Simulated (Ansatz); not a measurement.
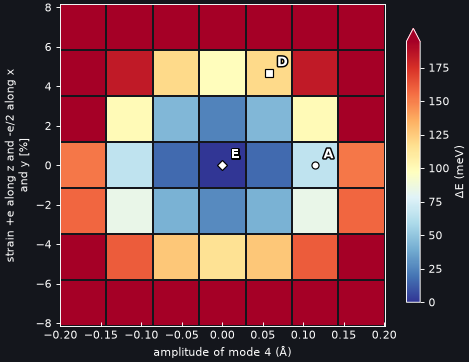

ZrC (Fm-3m, No. 225; 2 atoms in the cell). The energy is mapped over a normal mode and a strain (zone-centre modes of the 2-atom cell of this scan) (x, y and z along the cube axes). The first coordinate is: amplitude of mode 4 (450 cm⁻¹), largest displacement in the unstrained cell; the second: strain +e along z and -e/2 along x and y. Nothing is relaxed (the pattern is fixed in fractional coordinates). The scan uses a 7 × 7 grid; 28 points were computed and 21 follow by symmetry. Points are written as (first, second). All energies are given in meV per cell relative to the lowest grid point. All numbers below come from Ansatz 0.2.0, DFT LDA, scalar-relativistic, plane waves, PAW. Settings: cutoff 520 eV, k-mesh 16×16×16, gaussian smearing 0.15 eV, no spin polarisation.

Drawn: one coloured cell a grid point, one colour for all values above the top of the scale, lettered points.

What kind of point is each of A, D, E: minimum, saddle, maximum or slope?

Answer. A: on a slope; D: on a slope; E: minimum. (In these two coordinates alone; a stationary point may lie a little off the grid point.)

Rank the lettered points by energy, lowest first.

Answer. E (0 meV), A (65 meV), D (119 meV).
